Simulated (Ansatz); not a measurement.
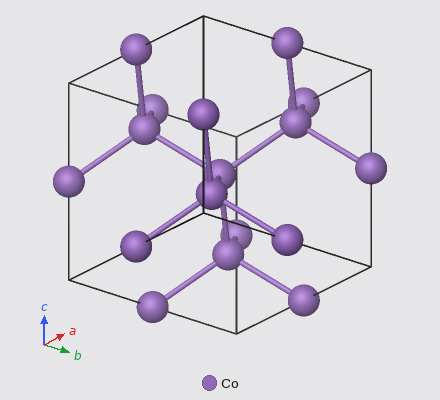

Co (Fd-3m, No. 227): the end point of a relaxation with DFT, m-r2SCAN, plane waves (500 eV) with PAW, scalar-relativistic (Ansatz); the starting structure was generated, so it need not be a known form of this composition.

```xyz
8
Lattice="4.8539 0.0000 0.0000 0.0000 4.8539 0.0000 0.0000 0.0000 4.8539" Properties=species:S:1:pos:R:3 pbc="T T T"
Co    3.6404    3.6404    3.6404
Co    0.0000    2.4270    0.0000
Co    3.6404    1.2135    1.2135
Co    0.0000    0.0000    2.4270
Co    1.2135    3.6404    1.2135
Co    2.4270    2.4270    2.4270
Co    1.2135    1.2135    3.6404
Co    2.4270    0.0000    0.0000
```

What will a Z-contrast image along [001] show? Simulation: incoherent imaging, intensity Z^1.8 per atom, probe width 0.90 Å, thin sample. Shot noise was added.

Answer. The columns repeat on a square net with a repeat of 1.72 Å (plane group p4mm). All columns are alike (Co). The shortest distance between visible columns is 1.72 Å in projection. Along the beam the structure repeats every 4.85 Å.

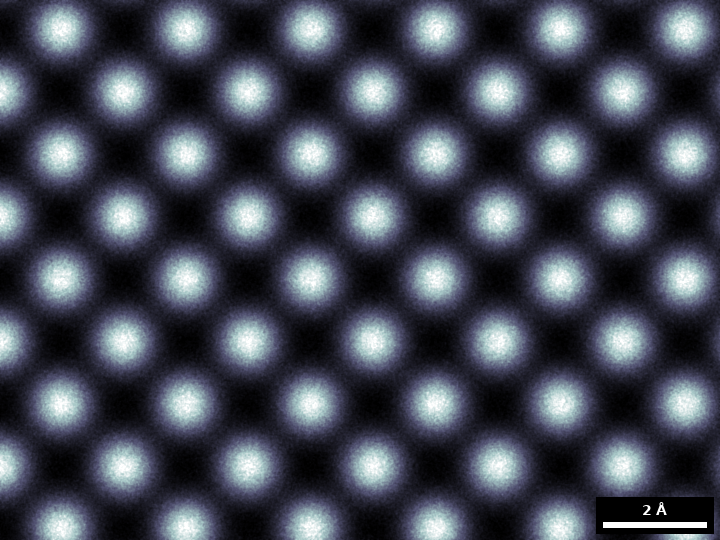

The simulated image.
